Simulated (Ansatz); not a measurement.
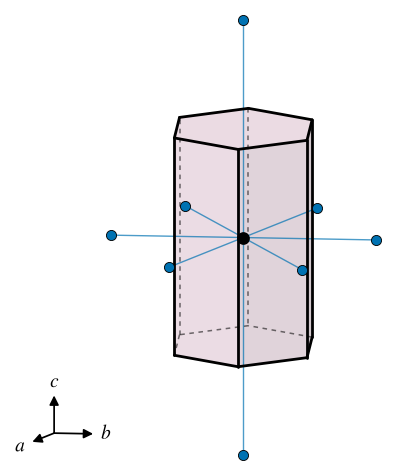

The Wigner–Seitz cell of the crystal's lattice, with lines to the lattice points that define its faces. Crystal: Sn, the end point of a relaxation with DFT r2SCAN, scalar-relativistic, plane waves, PAW (Ansatz); the starting structure was generated, so it need not be a known form of this composition. Symmetry computed with spglib at a tolerance of 0.002 Å; standard conventional cell.

a = 3.325 Å, b = 3.325 Å, c = 5.642 Å, α = 90.00°, β = 90.00°, γ = 120.00°; lattice centring P.

What is the cell's combinatorial type?

A hexagonal prism: 8 faces (6 with 4 edges, 2 with 6 edges), 18 edges, 12 vertices. Its volume is that of the primitive cell, 54.0 Å³.

Which lattice vectors do the faces bisect?

| example | length (Å) | faces | edges of each | area (Å²) |
| --- | --- | --- | --- | --- |
| a + b | 3.32 | 6 | 4 | 10.8 |
| c | 5.64 | 2 | 6 | 9.6 |
